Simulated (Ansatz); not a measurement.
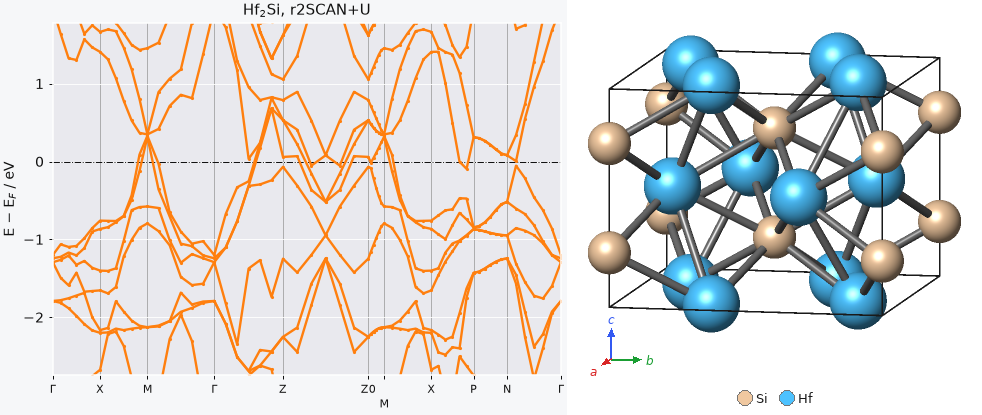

Source: calculation with Ansatz.

Band structure, beside the structure. Energies are counted from the Fermi level. The path runs straight from each named point to the next. The path has few k points, so lines between them are rough.

This input was run:

```
crystal:
  lattice:
    - [0.0, 0.0, 5.198385]
    - [3.284586, -3.284586, 2.599193]
    - [3.284586, 3.284586, -2.599193]
  atoms:
    - { symbol: Si, position: [0.25, 0.0, 0.0] }
    - { symbol: Si, position: [0.75, 0.0, 0.0] }
    - { symbol: Hf, position: [0.66, 0.5, 0.82] }
    - { symbol: Hf, position: [0.16, 0.18, 0.5] }
    - { symbol: Hf, position: [0.34, 0.5, 0.18] }
    - { symbol: Hf, position: [0.84, 0.82, 0.5] }
  symmetry: { tolerance: 0.0003 }
kpoints:
  mp_grid: { grid: [8, 8, 8], shift: [0, 0, 0] }
  band_path:
    path:
      - [0.0, 0.0, 0.0]
      - [0.0, 0.0, 0.5]
      - [0.0, 0.5, 0.5]
      - [0.0, 0.0, 0.0]
      - [0.81310184, 0.40655092, -0.40655092]
      - [0.18689816, 0.59344908, 0.40655092]
      - [0.0, 0.5, 0.5]
      - [0.0, 0.0, 0.5]
      - [0.5, 0.25, 0.25]
      - [0.5, 0.5, 0.0]
      - [0.0, 0.0, 0.0]
    npoints: 6
magnetization:
  spin_polarized: false
scf:
  occupations: { method: fermi_dirac, width: 0.0154 }
  lower_state_search: "off"
  max_iter: 200
hamiltonian:
  pseudopotentials: { kind: paw }
  xc: r2scan
  hubbard:
    projectors: all-electron-ortho-atomic
    sites: [{ species: Hf, l: d, u_eff: 6.01 }]
basis:
  ecutwfc: 500
  fft_grid_basis: typed
output:
  forces: true
  stress: true
  eigenvalues: true
  bader: true
  populations: true
  elf: true
  write_potential: true
  volumetric_format: npy
  dos:
    e_range: [-12, 8]
    de: 0.05
    projected: { site_lists: { Hf: [Hf], Si: [Si] } }
checkpoint:
  read: saved_state
```

**Does this material conduct, going by its bands?**

A metal: bands cross the Fermi level along this path.

The structure was built from a prototype or by substitution, so it need not be a known phase. The atoms aren't at rest in this cell (largest force 0.6 eV/Å), so the relaxed material can differ. The cell is at 7 GPa in this functional. Spin-orbit coupling is left out, which matters for Hf.
